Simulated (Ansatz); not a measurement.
TiSe2, space group P-3m1 (No. 164), a = 3.357 Å, b = 3.357 Å, c = 5.557 Å, α = 90.00°, β = 90.00°, γ = 120.00°

```tsv
site	Wyckoff	x	y	z
Ti	1a	0.0000	0.0000	0.0000
Se	2d	0.3333	0.6667	0.2820
```

Origin: the geometry relaxed at fixed volume with DFT PBE+D3(BJ), scalar-relativistic, plane waves, PAW (Ansatz 0.2.0).

Question: Describe the coordination of Ti.

Answer: TiSe6: a slightly distorted octahedron (coordination number 6, S = 0.41; next best trigonal prism, S = 15.2). Bonds: 6 × Ti–Se 2.49 Å. The next neighbour, not counted, lies at 3.36 Å.

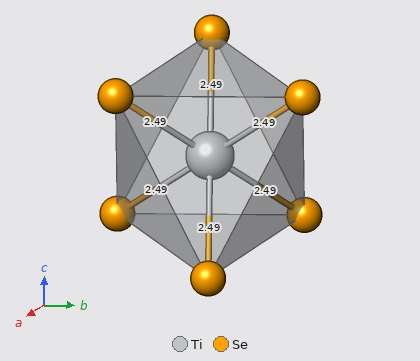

The polyhedron about Ti. Shape measures S are computed against regular polyhedra or, for capped shapes, the nearer of the equal-edge and equal-bond forms.
